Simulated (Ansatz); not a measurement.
The calculation's input:

```
crystal:
  lattice:
    - [3.078615386, 0.0, 0.0]
    - [-1.539307693, 2.7061515198, 0.0]
    - [0.0, 0.0, 4.8232571822]
  atoms:
    - { symbol: Ta, position: [0.6666666667, 0.3333333333, 0.7462554482] }
    - { symbol: Ta, position: [0.3333333333, 0.6666666667, 0.2537445518] }
    - { symbol: "N", position: [0.0, 0.0, 0.0] }
basis:
  ecutwfc: 420
kpoints:
  mp_grid: { grid: [18, 18, 10] }
hamiltonian:
  xc: pbesol
scf:
  occupations: { method: gaussian, width: 0.15 }
output:
  forces: true
  stress: true
  eigenvalues: true
  write_density: true
  write_potential: true
  elf: true
  volumetric_format: npy
```

Launched as:

```sh
ansatz run input.yaml --threads 1 --pin off --max-ram 2560MiB --backend cpu --events-out ev --progress --plain --runs-dir out
```

Below, planes, directions and counts refer to the conventional cell (a = 5.41 Å, b = 3.08 Å, c = 4.82 Å, α = 90.00°, β = 90.00°, γ = 90.00°).

Space group C2/m; a structure from a database of computed crystals, not necessarily the ambient phase; changed on purpose from its base cell (strain +0.0150 x Voigt [0, 1, 0, 0, 0, 0], atoms carried along); computed pressure about −4 GPa in this cell; computed without spin polarisation.

These are results of DFT PBEsol, scalar-relativistic, plane waves, PAW (Ansatz 0.2.0), not measurements.

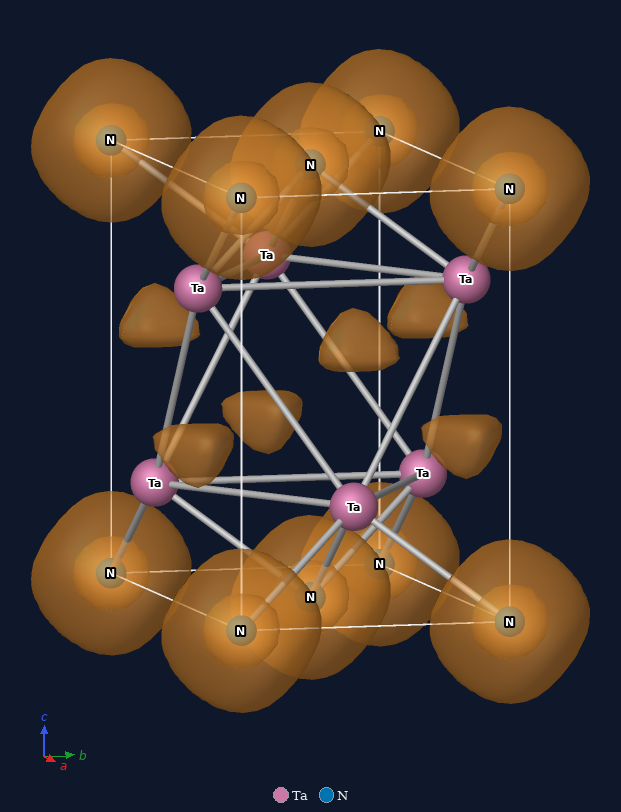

Ta2N. Isosurface of the ELF at 0.65 (orange), seen slightly off an axis. Core shells and regions of very low density are left out. Sticks mark near contacts.

In a PAW calculation such maps are meaningful between the atoms, not at the nuclei.

What do the ELF domains correspond to?

The ELF exceeds this value in two regions wrapped around N (the valence shell of each) and four pockets between the atoms, centred on no nucleus (multi-centre or interstitial), counted in one cell of 6 atoms. Any copies at cell faces, edges or corners count once.

Values along the shortest contacts:
Ta–N (2.16 Å): the ELF peaks at about 0.80 in the valence shell of N, 0.6 Å from its nucleus, and drops to about 0.20 between the two atoms: no shared electron pair shows on this line. Ta–Ta (2.97 Å): the ELF is about 0.35 at the midpoint.

Does the calculation give a band gap?

It is gapless in this calculation (a metal or semimetal); semilocal functionals without U, or without the true magnetic order, often close the gap of such compounds.
